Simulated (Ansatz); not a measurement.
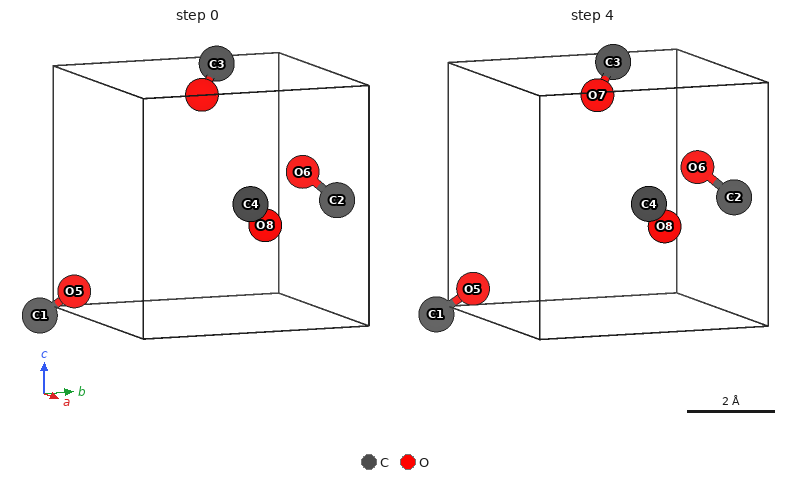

The structure of solid CO (set up in P2_13) (coarse preliminary run) before (left) and after (right) a relaxation, at one scale.

The picture is a ball-and-stick view of the cell of the calculation, seen slightly off an axis.

Theory: Ansatz 0.2.0, DFT PBEsol, scalar-relativistic, plane waves, PAW. Settings: plane-wave cutoff 420 eV; k-point mesh 4 × 4 × 4; occupations gaussian; smearing width 0.1 eV; no spin polarisation; cell and atoms relaxed; force threshold 0.05 eV/Å; at most 80 steps.

Q: What changed between the two?

A: Over 3 accepted moves (4 points after the start) the energy falls by 167 meV per atom. The largest force component goes from 6 to 0.0016 eV/Å. The pressure goes from 13.45 to 0.20 GPa. The SCF was repeated once at an unchanged geometry on a basis and grid sized afresh for the cell, which shifted the energy by 3.0 meV per atom at most. The largest moves relative to the cell, 0.11 Å, are those of O5, O6, O7 and O8. O5 goes along [1 1 1]. Largest moves by element: O 0.11 Å, C 0.06 Å. The drawn cell changes as follows: a = b = c 5.630 → 5.706 Å (+1.3 %); the volume changes by +4.1 %. Among the contacts that change: C1–O5 1.063 → 1.133 Å. The space group stays P2_13 (No. 198).
